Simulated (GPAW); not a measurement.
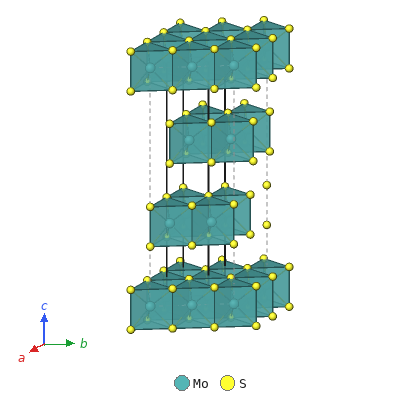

MoS2, space group R3m (No. 160), a = 3.160 Å, b = 3.160 Å, c = 18.450 Å, α = 90.00°, β = 90.00°, γ = 120.00°. Origin: an entry of the Crystallography Open Database, as set up for an electronic-structure calculation. Forms under 0.4 % of the area are left out. Forms are taken in the Laue class: a face and its opposite count as one form.

What shape follows from the Bravais–Friedel–Donnay–Harker rule?

Answer. The forms computed, by share of the surface:

| form | faces | d (Å) | share of area (%) |
| --- | --- | --- | --- |
| {003} | 2 | 6.150 | 50.1 |
| {101} | 6 | 2.707 | 33.6 |
| {012} | 6 | 2.624 | 16.2 |

The crystal is plate-like. Widths along a, b and c stand as 1.00 : 1.00 : 0.38.

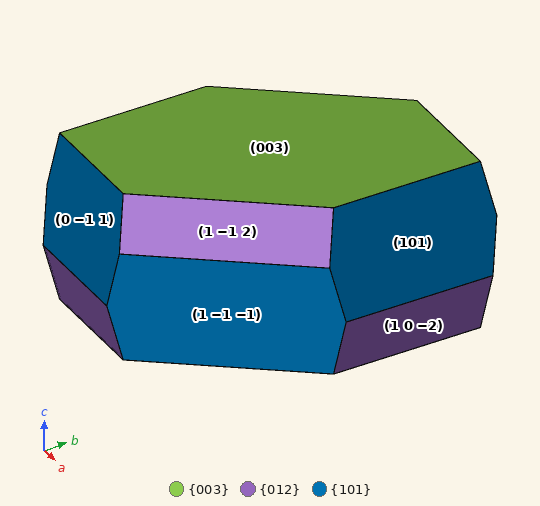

The computed shape, faces indexed. The rule is geometric and ignores bonding and growth conditions.
